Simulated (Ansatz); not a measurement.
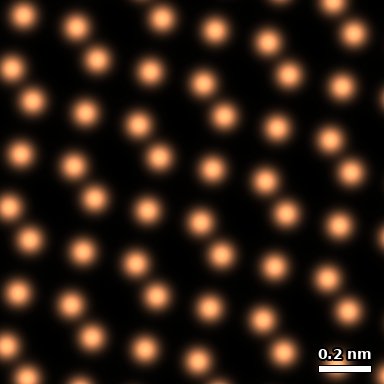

Dark-field STEM-like image of Hg (P6/mmm, No. 191). Simulated incoherent Z contrast: every atom adds Z^1.7 spread by a probe of 0.79 Å full width; channelling and multiple scattering are left out. The probe carries 15 % of its weight in a tail 2.5 times as wide. Structure used: a calculation's starting geometry; the starting structure was generated, so it need not be a known form of this composition.

```
CELL_PARAMETERS angstrom
5.25616 0.00000 0.00000
-2.62808 4.55197 0.00000
0.00000 0.00000 3.02276
ATOMIC_POSITIONS crystal
Hg 0.00000 0.00000 0.00000
Hg 0.33333 0.66667 0.50000
Hg 0.66667 0.33333 0.50000
```

Which beam direction gives this image, [100], [310], [102] or [001]? (Directions equivalent by symmetry count as one.)

[100]. The projected cells are 3.02 × 4.55 Å, 90° for [100]; 1.72 × 3.02 Å, 90° for [310]; 1.98 × 4.55 Å, 90° for [102]; 3.03 × 3.03 Å, 120° for [001], and the image repeats as the [100] one does.
